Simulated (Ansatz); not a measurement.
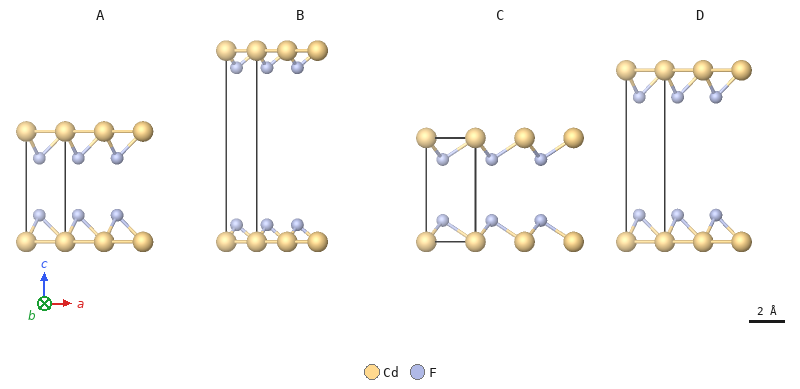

4 geometries from one relaxation of a crystal of CdF$_{2}$ (built on the MoS2-187 type type), in shuffled order. A ball-and-stick model of the cell of the calculation, repeated 3 × 1 × 1 with one cell outlined, seen along the b axis.

Level of theory: DFT, PBEsol, plane waves, PAW in Ansatz 0.2.0. (plane-wave cutoff 420 eV; k-point mesh 12 × 12 × 2; occupations fermi dirac; smearing width 0.03 eV; no spin polarisation; cell and atoms relaxed; force threshold 0.01 eV/Å; at most 120 steps)

Question: Order the frames from highest to lowest energy.

Answer: B, D, A, C. They are steps 0, 8, 15, 48, at +55.551 eV per cell of the calculation, +4.614 eV per cell of the calculation, +4.145 eV per cell of the calculation relative to the last. The largest moves relative to the cell, 0.71 Å, are those of F atoms. Cd stays in place. Cell: a = b 2.029 → 3.272 Å (+61.3 %), c 11.047 → 6.003 Å (−45.7 %). Volume +41.3 %. Near-neighbour distances that change, for instance: Cd–Cd 2.029 → 3.272 Å, Cd–F 1.533 → 2.261 Å. Among the angles between lasting bonds that change: F–Cd–F 80.3° → 66.7°, F–Cd–F 82.9° → 92.7°, Cd–F–Cd 82.9° → 92.7°. The space group stays P-6m2 (No. 187). After 40 accepted moves (48 points after the start) the energy has fallen by 55.551 eV per cell of the calculation. Largest force component: 67 eV/Å at the start, 0.0018 eV/Å at the end. Pressure: 581.85 GPa at the start and 0.01 GPa at the end. The SCF was repeated 8 times at an unchanged geometry on a basis and grid sized afresh for the cell, which shifted the energy by 1.482 eV per cell of the calculation at most.
